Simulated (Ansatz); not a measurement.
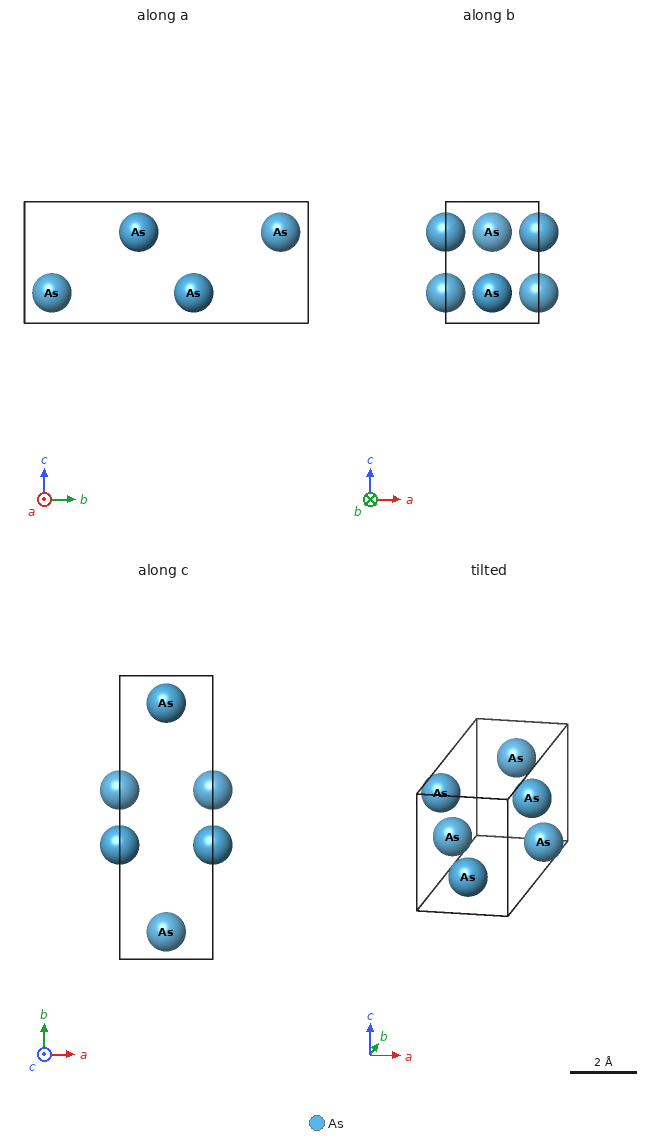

The crystal in a spheres-only representation, seen along the a axis, along the b axis, along the c axis and slightly off an axis. The parallelepiped is the drawn cell (a repeat of the simulation cell).

Lattice parameters: a = 2.842 Å, b = 8.650 Å, c = 3.703 Å, α = 90.00°, β = 90.10°, γ = 90.00°. Put a along x and b in the xy plane.

Reconstruct the structure as a POSCAR file, with free fractional coordinates to two decimals.

```
As
1.0
     2.842    0.000    0.000
     0.000    8.650    0.000
    -0.006    0.000    3.703
As
4
Direct
  0.50 0.10 0.25
  0.00 0.60 0.25
  0.50 0.90 0.75
  0.00 0.40 0.75
```

Source of the structure: a structure type filled with this element by a generator (whether the element takes this form wasn't checked). Earlier steps of the study may have refined or changed the cell and positions. A calculation with Ansatz used it as input.
